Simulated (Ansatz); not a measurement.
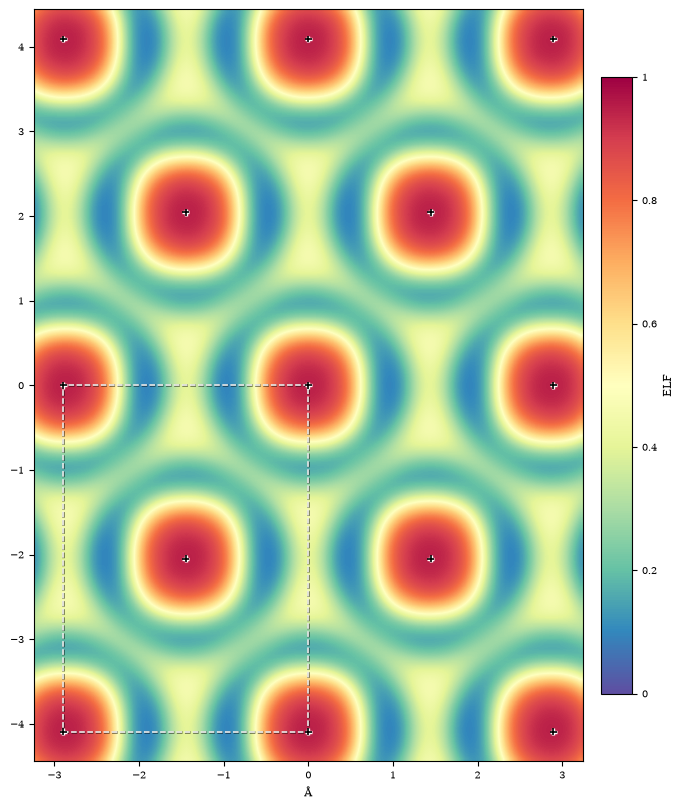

The ELF on a plane through atoms (crosses mark nuclei in the plane).

Theory: DFT, PBE, PAW with Ansatz's default frozen-core files, scalar-relativistic in Ansatz.

Candidates:
A. Li, a = 4.48 Å, b = 4.48 Å, c = 4.48 Å, α = 90.00°, β = 90.00°, γ = 90.00°. Space group Fm-3m; computed without spin polarisation.
B. Cr, a = 2.89 Å, b = 2.89 Å, c = 2.89 Å, α = 90.00°, β = 90.00°, γ = 90.00°. Space group Im-3m; computed pressure about −11 GPa in this cell; the program warned that a starting moment wasn't kept; spin-polarised, but the moments vanished.
C. BaTiO3, a = 4.01 Å, b = 4.01 Å, c = 4.01 Å, α = 90.00°, β = 90.00°, γ = 90.00°. Space group Pm-3m; computed without spin polarisation.

### Which candidate gave the map?

Candidate B: Cr on the (11̄0) plane of the conventional cell, which holds Cr. Cr–Cr (2.51 Å): the ELF is about 0.30 at the midpoint; no shared electron pair shows on this line.
